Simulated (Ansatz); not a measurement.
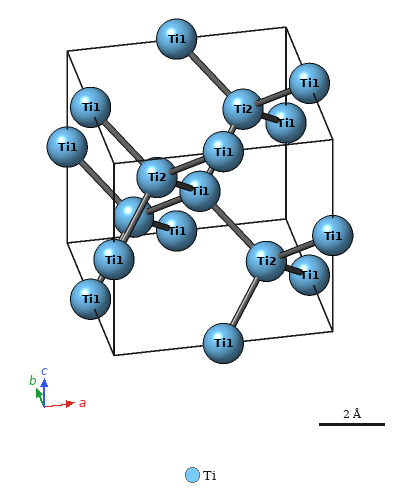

**Figure 1.** The starting structure (ball-and-stick view of the cell 4 times as large as that of the calculation, set on its symmetry axes, seen at an oblique angle; atoms are numbered from 1 in the order of the input). An atom can appear more than once, as a periodic image. Near neighbours in the periodic cell (some may lie outside the picture): Ti has 4 Ti at 2.99 Å.

**Ti: geometry relaxation (part 1 of 2)**

System: Ti (Fd-3m, 2 atoms in the cell).
Method: DFT r2SCAN, scalar-relativistic, plane waves, PAW, no spin polarisation (Ansatz 0.2.0).

The structure was made by swapping elements on the sites of another compound; it need not be a known phase. It belongs to a series of runs on one base structure; here: Ge -> Ti on all its sites, cell and atoms relaxed. Figures and captions count atoms from 1; the log counts them from 0 in places.

The input
```yaml
crystal:
  lattice:
    - [0.0, 3.4480034714, 3.4480034714]
    - [3.4480034714, 0.0, 3.4480034714]
    - [3.4480034714, 3.4480034714, 0.0]
  atoms:
    - { symbol: Ti, position: [0.5, 0.5, 0.5] }
    - { symbol: Ti, position: [0.75, 0.75, 0.75] }
basis:
  ecutwfc: 500
kpoints:
  mp_grid: { grid: [10, 10, 10] }
hamiltonian:
  xc: r2scan
scf:
  occupations: { method: gaussian, width: 0.1 }
output:
  forces: true
  stress: true
  eigenvalues: true
relax:
  adjacent_minimum: "off"
  f_tol: 0.01
  max_steps: 60
  cell: { stress_tol: 0.1 }
```

Hardware: 1 thread of Intel Xeon @ 2.50GHz (Skylake/Cascade Lake), 189 GiB of memory available, shared host.

Launch command:
```bash
ansatz run input.yaml --threads 1 --pin off --max-ram 2560MiB --backend cpu --events-out ev --progress --plain --runs-dir out
```

Log
```
Engine: ansatz 0.2.0, x86_64-unknown-linux-gnu
Pseudopotentials: kind: paw
Pseudopotential: Ti, paw, valence charge 12, recommended cutoff 500 eV (meta_gga), Ti.paw.azcp
Functional definition: r2SCAN
  parameter k0 = 0.174
  parameter k1 = 0.065
  parameter a1 = 4.9479
  exchange = r2scan_x(k0 = k0, k1 = k1, a1 = a1)
  correlation = r2scan_c
Crystal: 2 atoms, lattice volume = 81.985 Å³
Basis set: ecut = 500 eV, 2085 PW (Γ), exchange–correlation on 144×144×144 points (64 copies of the dense FFT grid, shifted against one another)
Bands: 16, of which v1, the nominal top of the filled ones, is band 12 counted from 1 (11 counted from 0)
Symmetry: 48 space group operations
Space group: Fd-3m (ITA 227), of the structure as read, at distance tolerance 4.3e-5 Å
k-points: 47 of 1000
Non-local potential: Ti, projectors of the file, l = 0: 3, l = 1: 2, l = 2: 3, l = 3: 1
PAW form: soft (Blöchl's): semilocal exchange-correlation on the pseudo side does not see the compensation charge
PAW frozen core: Ti, regenerated for the run's functional (the file was generated under x = pbe(κ = 0.804, μ = 0.2195149727645171), c = pbe(β = 0.06672455060314922))
PAW one-centre angular grid: Ti, 590 points (default); XC on 160 Gauss nodes
Initial density: superposition of atomic densities (neutral atoms: chi_scale 0, normalization atom), corrected by the library's trained network
Initial wavefunctions: pseudopotential atomic-orbital guess
Functional: x = r2scan, c = r2scan; τ floored in thin density (d = 2e-4 eV/Å³)
SCF iter   1: F=—  HF=-5002.298736 eV  |F-HF|=—  |Δ(HF+E_count)|=         —  Δρ=1.33e-2  dr2=1.04e-1  dr2_τ=1.40e-2  ethr=1.77e-3  ⟨swp⟩=4.1  Hψ=3501  notcnv=0
preconditioner: auto → Kerker (q_TF=auto, 2.223 Å⁻¹)  [metal: Δε(μ)=0.002 eV  Ē_g=1.311 eV  σ=0.100 eV  W_gap=0.01  n_scr=14 (ndim 8)  ℏωp=11.6 eV  f_vac=0.000  D(μ)=11.40/eV (n_scr^D=168)]
SCF iter   2: F=—  HF=-5002.353070 eV  |F-HF|=—  |Δ(HF+E_count)|=   5.43e-2  Δρ=1.16e-2  dr2=5.39e-2  dr2_τ=4.39e-3  ethr=4.35e-4  ⟨swp⟩=3.0  Hψ=1855  notcnv=0
SCF iter   3: F=—  HF=-5002.375506 eV  |F-HF|=—  |Δ(HF+E_count)|=   2.24e-2  Δρ=8.36e-3  dr2=2.54e-2  dr2_τ=8.52e-4  ethr=2.25e-4  ⟨swp⟩=2.1  Hψ=1032  notcnv=0
SCF iter   4: F=—  HF=-5002.392328 eV  |F-HF|=—  |Δ(HF+E_count)|=   1.68e-2  Δρ=5.50e-3  dr2=1.21e-2  dr2_τ=3.13e-4  ethr=1.06e-4  ⟨swp⟩=2.0  Hψ=896  notcnv=0
SCF iter   5: F=—  HF=-5002.400463 eV  |F-HF|=—  |Δ(HF+E_count)|=   8.13e-3  Δρ=1.59e-3  dr2=1.02e-3  dr2_τ=8.96e-5  ethr=5.05e-5  ⟨swp⟩=3.0  Hψ=1499  notcnv=0
SCF iter   6: F=—  HF=-5002.401405 eV  |F-HF|=—  |Δ(HF+E_count)|=   9.42e-4  Δρ=2.21e-4  dr2=1.05e-4  dr2_τ=1.66e-6  ethr=4.27e-6  ⟨swp⟩=3.0  Hψ=1329  notcnv=0
SCF iter   7: F=—  HF=-5002.401479 eV  |F-HF|=—  |Δ(HF+E_count)|=   7.47e-5  Δρ=1.07e-4  dr2=1.89e-5  dr2_τ=3.73e-7  ethr=4.37e-7  ⟨swp⟩=2.0  Hψ=956  notcnv=0
SCF iter   8: F=—  HF=-5002.401497 eV  |F-HF|=—  |Δ(HF+E_count)|=   1.79e-5  Δρ=1.49e-5  dr2=2.45e-7  dr2_τ=9.94e-9  ethr=7.89e-8  ⟨swp⟩=2.0  Hψ=958  notcnv=0
SCF iter   9: F=-5002.401498 eV  HF=-5002.401498 eV  |F-HF|=7.95e-8  |Δ(HF+E_count)|=   8.39e-7  Δρ=5.63e-6  dr2=1.70e-8  dr2_τ=9.23e-10  ethr=4.17e-10  ⟨swp⟩=5.9  Hψ=3157  notcnv=0
SCF 1 converged in 9 iterations: F = -5002.401498 eV  dr2 = 1.70e-8
  greatest PAW one-centre occupation: 1.000 electrons in one spin orbital (limit 2), on the Ti atom at site 1 (counted from 0), in its partial waves of l = 1
relax step   1: F+E_penalty+E_count = -5002.40149806 eV  Δ(F+E_penalty+E_count) = +0.000e0 eV  max|allowed force component| = 6.361e-18 eV/Å  Δτ_max = 0.0000 Å  P = -6.521 GPa  Ω = 81.985 Å³  (9 SCF iters, dr2 threshold 1.00e-7 eV, accepted)
Crystal: 2 atoms, lattice volume = 70.570 Å³
Basis set: ecut = 500 eV, 1807 PW (Γ), exchange–correlation on 144×144×144 points (64 copies of the dense FFT grid, shifted against one another)
Initial density: handed on by an earlier stage of this run
Initial wavefunctions: those handed on with the density
iter 1 solved again at ethr=1.49e-4 eV; its pass at ethr=3.10e-3 eV (dr2=3.57e-2 eV) is discarded
SCF iter   1: F=—  HF=-5002.188481 eV  |F-HF|=—  |Δ(HF+E_count)|=         —  Δρ=8.86e-3  dr2=3.64e-2  dr2_τ=2.53e-1  ethr=1.49e-4  ⟨swp⟩=1.0  Hψ=5525  notcnv=0
preconditioner: auto → Kerker (q_TF=auto, 2.279 Å⁻¹)  [metal: Δε(μ)=0.006 eV  Ē_g=1.489 eV  σ=0.100 eV  W_gap=0.03  n_scr=14 (ndim 8)  ℏωp=12.5 eV  f_vac=0.000  D(μ)=10.57/eV (n_scr^D=168)]
SCF iter   2: F=—  HF=-5002.841483 eV  |F-HF|=—  |Δ(HF+E_count)|=   6.53e-1  Δρ=2.96e-3  dr2=7.31e-3  dr2_τ=1.65e-3  ethr=1.49e-4  ⟨swp⟩=2.0  Hψ=1504  notcnv=0
SCF iter   3: F=—  HF=-5002.842134 eV  |F-HF|=—  |Δ(HF+E_count)|=   6.51e-4  Δρ=1.21e-3  dr2=5.64e-4  dr2_τ=2.20e-4  ethr=3.04e-5  ⟨swp⟩=2.0  Hψ=1089  notcnv=0
SCF iter   4: F=—  HF=-5002.842713 eV  |F-HF|=—  |Δ(HF+E_count)|=   5.80e-4  Δρ=3.80e-4  dr2=1.01e-4  dr2_τ=9.83e-6  ethr=2.35e-6  ⟨swp⟩=2.2  Hψ=1051  notcnv=0
SCF iter   5: F=—  HF=-5002.842764 eV  |F-HF|=—  |Δ(HF+E_count)|=   5.03e-5  Δρ=8.76e-5  dr2=1.44e-5  dr2_τ=3.05e-7  ethr=4.20e-7  ⟨swp⟩=2.1  Hψ=975  notcnv=0
SCF iter   6: F=—  HF=-5002.842768 eV  |F-HF|=—  |Δ(HF+E_count)|=   4.96e-6  Δρ=2.96e-5  dr2=1.15e-6  dr2_τ=2.14e-8  ethr=6.00e-8  ⟨swp⟩=2.0  Hψ=948  notcnv=0
SCF iter   7: F=-5002.842771 eV  HF=-5002.842770 eV  |F-HF|=2.79e-7  |Δ(HF+E_count)|=   1.92e-6  Δρ=9.96e-6  dr2=9.15e-8  dr2_τ=4.88e-9  ethr=8.33e-10  ⟨swp⟩=6.2  Hψ=3319  notcnv=0
SCF 2 converged in 7 iterations: F = -5002.842771 eV  dr2 = 9.15e-8
relax step   2: F+E_penalty+E_count = -5002.84277066 eV  Δ(F+E_penalty+E_count) = -4.413e-1 eV  max|allowed force component| = 6.708e-17 eV/Å  Δτ_max = 0.0000 Å  P = -5.602 GPa  Ω = 70.570 Å³  energy of the carried Pulay correction = +3.406e-3 eV  (7 SCF iters, dr2 threshold 2.00e-7 eV, accepted)
Crystal: 2 atoms, lattice volume = 60.266 Å³
Basis set: ecut = 500 eV, 1471 PW (Γ), exchange–correlation on 144×144×144 points (64 copies of the dense FFT grid, shifted against one another)
iter 1 solved again at ethr=6.96e-5 eV; its pass at ethr=3.10e-3 eV (dr2=1.67e-2 eV) is discarded
SCF iter   1: F=—  HF=-5002.466468 eV  |F-HF|=—  |Δ(HF+E_count)|=         —  Δρ=1.01e-2  dr2=1.68e-2  dr2_τ=3.04e-1  ethr=6.96e-5  ⟨swp⟩=1.1  Hψ=5457  notcnv=0
preconditioner: auto → Kerker (q_TF=auto, 2.340 Å⁻¹)  [metal: Δε(μ)=0.006 eV  Ē_g=1.635 eV  σ=0.100 eV  W_gap=0.04  n_scr=14 (ndim 8)  ℏωp=13.5 eV  f_vac=0.000  D(μ)=11.76/eV (n_scr^D=180)]
SCF iter   2: F=—  HF=-5003.164796 eV  |F-HF|=—  |Δ(HF+E_count)|=   6.98e-1  Δρ=3.52e-3  dr2=4.12e-3  dr2_τ=9.23e-4  ethr=6.96e-5  ⟨swp⟩=2.1  Hψ=1509  notcnv=0
SCF iter   3: F=—  HF=-5003.166469 eV  |F-HF|=—  |Δ(HF+E_count)|=   1.67e-3  Δρ=2.08e-3  dr2=7.26e-4  dr2_τ=1.04e-4  ethr=1.72e-5  ⟨swp⟩=2.0  Hψ=997  notcnv=0
SCF iter   4: F=—  HF=-5003.167400 eV  |F-HF|=—  |Δ(HF+E_count)|=   9.32e-4  Δρ=1.22e-3  dr2=3.93e-4  dr2_τ=3.24e-5  ethr=3.02e-6  ⟨swp⟩=2.1  Hψ=937  notcnv=0
SCF iter   5: F=—  HF=-5003.167983 eV  |F-HF|=—  |Δ(HF+E_count)|=   5.83e-4  Δρ=9.68e-4  dr2=3.57e-4  dr2_τ=2.41e-5  ethr=1.64e-6  ⟨swp⟩=2.2  Hψ=943  notcnv=0
SCF iter   6: F=—  HF=-5003.168414 eV  |F-HF|=—  |Δ(HF+E_count)|=   4.31e-4  Δρ=5.27e-4  dr2=1.14e-4  dr2_τ=7.73e-6  ethr=1.49e-6  ⟨swp⟩=3.0  Hψ=1412  notcnv=0
SCF iter   7: F=—  HF=-5003.168524 eV  |F-HF|=—  |Δ(HF+E_count)|=   1.09e-4  Δρ=2.65e-4  dr2=2.79e-5  dr2_τ=1.79e-6  ethr=4.74e-7  ⟨swp⟩=2.2  Hψ=1097  notcnv=0
SCF iter   8: F=—  HF=-5003.168552 eV  |F-HF|=—  |Δ(HF+E_count)|=   2.80e-5  Δρ=1.06e-4  dr2=5.83e-6  dr2_τ=2.93e-7  ethr=1.16e-7  ⟨swp⟩=3.0  Hψ=1490  notcnv=0
SCF iter   9: F=-5003.168556 eV  HF=-5003.168556 eV  |F-HF|=6.57e-8  |Δ(HF+E_count)|=   4.06e-6  Δρ=6.68e-6  dr2=1.18e-8  dr2_τ=9.69e-10  ethr=8.33e-10  ⟨swp⟩=3.8  Hψ=3915  notcnv=0
SCF 3 converged in 9 iterations: F = -5003.168556 eV  dr2 = 1.18e-8
relax step   3: F+E_penalty+E_count = -5003.16855569 eV  Δ(F+E_penalty+E_count) = -3.258e-1 eV  max|allowed force component| = 1.156e-16 eV/Å  Δτ_max = 0.0000 Å  P = -4.745 GPa  Ω = 60.266 Å³  energy of the carried Pulay correction = +6.953e-3 eV  (9 SCF iters, dr2 threshold 2.00e-7 eV, accepted)
Crystal: 2 atoms, lattice volume = 51.018 Å³
Basis set: ecut = 500 eV, 1291 PW (Γ), exchange–correlation on 144×144×144 points (64 copies of the dense FFT grid, shifted against one another)
iter 1 solved again at ethr=8.60e-5 eV; its pass at ethr=3.10e-3 eV (dr2=2.06e-2 eV) is discarded
SCF iter   1: F=—  HF=-5002.661181 eV  |F-HF|=—  |Δ(HF+E_count)|=         —  Δρ=9.72e-3  dr2=2.03e-2  dr2_τ=3.66e-1  ethr=8.60e-5  ⟨swp⟩=1.0  Hψ=5418  notcnv=0
preconditioner: auto → Kerker (q_TF=auto, 2.406 Å⁻¹)  [metal: Δε(μ)=0.009 eV  Ē_g=1.872 eV  σ=0.100 eV  W_gap=0.05  n_scr=14 (ndim 8)  ℏωp=14.7 eV  f_vac=0.000  D(μ)=8.84/eV (n_scr^D=168)]
SCF iter   2: F=—  HF=-5003.442310 eV  |F-HF|=—  |Δ(HF+E_count)|=   7.81e-1  Δρ=6.09e-3  dr2=7.80e-3  dr2_τ=7.31e-4  ethr=8.46e-5  ⟨swp⟩=2.0  Hψ=1504  notcnv=0
SCF iter   3: F=—  HF=-5003.452324 eV  |F-HF|=—  |Δ(HF+E_count)|=   1.00e-2  Δρ=3.32e-3  dr2=3.22e-3  dr2_τ=2.99e-4  ethr=3.25e-5  ⟨swp⟩=3.0  Hψ=1504  notcnv=0
SCF iter   4: F=—  HF=-5003.455292 eV  |F-HF|=—  |Δ(HF+E_count)|=   2.97e-3  Δρ=2.22e-3  dr2=9.38e-4  dr2_τ=1.12e-4  ethr=1.34e-5  ⟨swp⟩=2.0  Hψ=960  notcnv=0
SCF iter   5: F=—  HF=-5003.458511 eV  |F-HF|=—  |Δ(HF+E_count)|=   3.22e-3  Δρ=1.39e-3  dr2=8.25e-4  dr2_τ=4.18e-5  ethr=3.91e-6  ⟨swp⟩=2.0  Hψ=1270  notcnv=0
SCF iter   6: F=—  HF=-5003.459078 eV  |F-HF|=—  |Δ(HF+E_count)|=   5.67e-4  Δρ=1.21e-4  dr2=3.80e-6  dr2_τ=8.06e-7  ethr=3.44e-6  ⟨swp⟩=2.0  Hψ=1280  notcnv=0
SCF iter   7: F=—  HF=-5003.459083 eV  |F-HF|=—  |Δ(HF+E_count)|=   5.25e-6  Δρ=2.35e-5  dr2=1.14e-7  dr2_τ=4.50e-8  ethr=8.33e-10  ⟨swp⟩=4.2  Hψ=3959  notcnv=0
SCF iter   8: F=-5003.459084 eV  HF=-5003.459084 eV  |F-HF|=3.30e-8  |Δ(HF+E_count)|=   5.27e-7  Δρ=7.24e-6  dr2=1.32e-8  dr2_τ=2.90e-9  ethr=4.77e-10  ⟨swp⟩=2.3  Hψ=2883  notcnv=0
SCF 4 converged in 8 iterations: F = -5003.459084 eV  dr2 = 1.32e-8
relax step   4: F+E_penalty+E_count = -5003.45908398 eV  Δ(F+E_penalty+E_count) = -2.905e-1 eV  max|allowed force component| = 2.822e-16 eV/Å  Δτ_max = 0.0000 Å  P = -4.577 GPa  Ω = 51.018 Å³  energy of the carried Pulay correction = +1.060e-2 eV  (8 SCF iters, dr2 threshold 2.00e-7 eV, accepted)
Crystal: 2 atoms, lattice volume = 42.768 Å³
Basis set: ecut = 500 eV, 1067 PW (Γ), exchange–correlation on 144×144×144 points (64 copies of the dense FFT grid, shifted against one another)
iter 1 solved again at ethr=1.19e-4 eV; its pass at ethr=3.10e-3 eV (dr2=2.86e-2 eV) is discarded
SCF iter   1: F=—  HF=-5002.759809 eV  |F-HF|=—  |Δ(HF+E_count)|=         —  Δρ=6.40e-3  dr2=2.82e-2  dr2_τ=4.32e-1  ethr=1.19e-4  ⟨swp⟩=1.0  Hψ=5277  notcnv=0
preconditioner: auto → Kerker (q_TF=auto, 2.478 Å⁻¹)  [metal: Δε(μ)=0.014 eV  Ē_g=2.236 eV  σ=0.100 eV  W_gap=0.08  n_scr=14 (ndim 8)  ℏωp=16.1 eV  f_vac=0.000  D(μ)=6.84/eV (n_scr^D=112)]
SCF iter   2: F=—  HF=-5003.595306 eV  |F-HF|=—  |Δ(HF+E_count)|=   8.35e-1  Δρ=4.18e-3  dr2=8.76e-3  dr2_τ=5.78e-4  ethr=1.17e-4  ⟨swp⟩=2.0  Hψ=1504  notcnv=0
SCF iter   3: F=—  HF=-5003.596287 eV  |F-HF|=—  |Δ(HF+E_count)|=   9.81e-4  Δρ=1.81e-3  dr2=8.05e-4  dr2_τ=8.80e-5  ethr=3.65e-5  ⟨swp⟩=2.0  Hψ=1128  notcnv=0
SCF iter   4: F=—  HF=-5003.597415 eV  |F-HF|=—  |Δ(HF+E_count)|=   1.13e-3  Δρ=8.54e-4  dr2=3.10e-4  dr2_τ=1.56e-5  ethr=3.35e-6  ⟨swp⟩=2.5  Hψ=1288  notcnv=0
SCF iter   5: F=—  HF=-5003.597765 eV  |F-HF|=—  |Δ(HF+E_count)|=   3.49e-4  Δρ=5.58e-4  dr2=9.47e-5  dr2_τ=4.15e-6  ethr=1.29e-6  ⟨swp⟩=2.1  Hψ=1010  notcnv=0
SCF iter   6: F=—  HF=-5003.597917 eV  |F-HF|=—  |Δ(HF+E_count)|=   1.52e-4  Δρ=1.09e-4  dr2=5.19e-6  dr2_τ=3.13e-7  ethr=3.95e-7  ⟨swp⟩=2.0  Hψ=1255  notcnv=0
SCF iter   7: F=—  HF=-5003.597936 eV  |F-HF|=—  |Δ(HF+E_count)|=   1.89e-5  Δρ=4.83e-5  dr2=7.15e-7  dr2_τ=4.04e-8  ethr=2.16e-8  ⟨swp⟩=3.1  Hψ=1493  notcnv=0
SCF iter   8: F=-5003.597938 eV  HF=-5003.597938 eV  |F-HF|=1.63e-7  |Δ(HF+E_count)|=   2.41e-6  Δρ=1.84e-5  dr2=8.62e-8  dr2_τ=8.85e-9  ethr=8.33e-10  ⟨swp⟩=6.1  Hψ=3512  notcnv=0
SCF 5 converged in 8 iterations: F = -5003.597938 eV  dr2 = 8.62e-8
relax step   5: F+E_penalty+E_count = -5003.59793818 eV  Δ(F+E_penalty+E_count) = -1.389e-1 eV  max|allowed force component| = 3.701e-16 eV/Å  Δτ_max = 0.0000 Å  P = +0.144 GPa  Ω = 42.768 Å³  energy of the carried Pulay correction = +1.431e-2 eV  (8 SCF iters, dr2 threshold 2.00e-7 eV, accepted)
Crystal: 2 atoms, lattice volume = 42.980 Å³
iter 1 solved again at ethr=1.75e-7 eV; its pass at ethr=3.10e-3 eV (dr2=4.20e-5 eV) is discarded
```
